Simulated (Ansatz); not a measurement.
Take the following structure.

```yaml
crystal:
  lattice:
    - [4.05025, 0.00000, 0.00000]
    - [0.00000, 5.72791, 0.00000]
    - [0.00000, 0.00000, 25.12561]
  atoms:
    - { symbol: Al, position: [0.50000, 0.50000, 0.29850] }
    - { symbol: As, position: [0.00000, 0.75000, 0.29850] }
    - { symbol: Al, position: [0.00000, 0.00000, 0.37910] }
    - { symbol: As, position: [0.50000, 0.25000, 0.37910] }
    - { symbol: Al, position: [0.50000, 0.50000, 0.45970] }
    - { symbol: As, position: [0.00000, 0.75000, 0.45970] }
    - { symbol: Al, position: [0.00000, 0.00000, 0.54030] }
    - { symbol: As, position: [0.50000, 0.25000, 0.54030] }
    - { symbol: Al, position: [0.50000, 0.50000, 0.62090] }
    - { symbol: As, position: [0.00000, 0.75000, 0.62090] }
    - { symbol: Al, position: [0.00000, 0.00000, 0.70150] }
    - { symbol: As, position: [0.50000, 0.25000, 0.70150] }
```

### Say what kind of structure these coordinates give.

Its composition is AlAs. The cell comprises 6 formula units: 6 Al, 6 As. Al takes three kinds of site: two a cell with three As in a trigonal pyramidal arrangement at 2.48 Å; two a cell with four As in a tetrahedral arrangement at 2.48 Å; two a cell with four As in a tetrahedral arrangement at 2.48 Å. As takes three kinds of site: two a cell with three Al in a trigonal pyramidal arrangement at 2.48 Å; two a cell with four Al in a tetrahedral arrangement at 2.48 Å; two a cell with four Al in a tetrahedral arrangement at 2.48 Å. The bonds build AlAs layers parallel to (001).

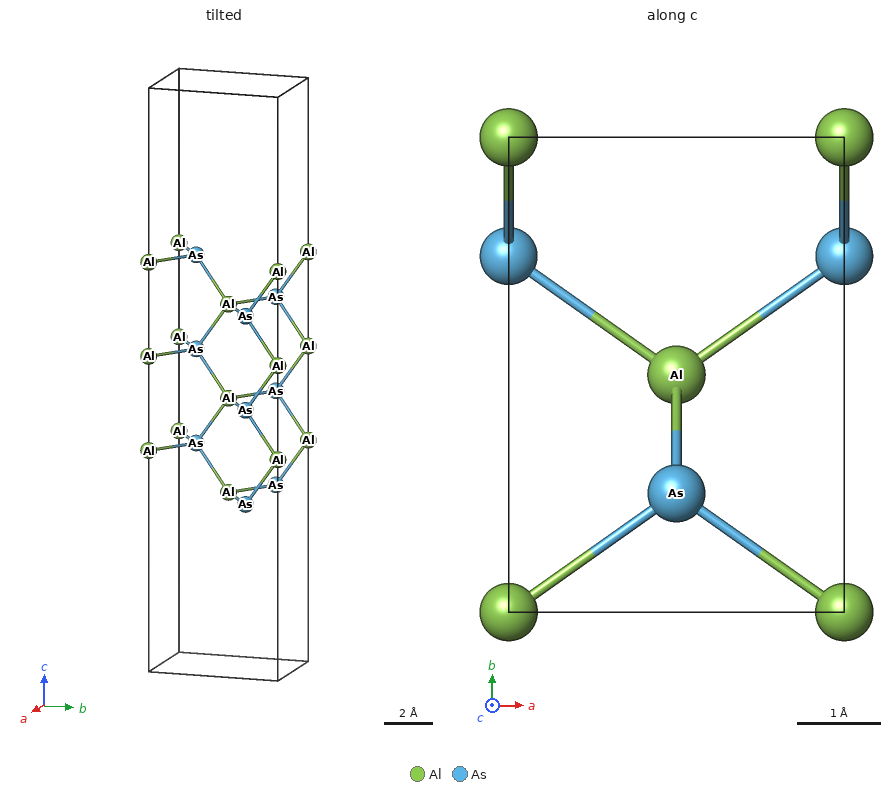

The crystal in a ball-and-stick representation, seen slightly off an axis and along the c axis. The lines enclose the simulation cell; boundary atoms appear with their images. Colours: aluminium green, arsenic blue.

The structure was taken from a structure listed in the Materials Project, from which a slab was cut. Earlier steps of the study may have refined or changed the cell and positions. Ansatz was used for an electronic-structure calculation on it.

At this level of theory the cell isn't at rest (forces up to 1.4 eV/Å), so its distances can differ from those at equilibrium, the more so the softer the solid.
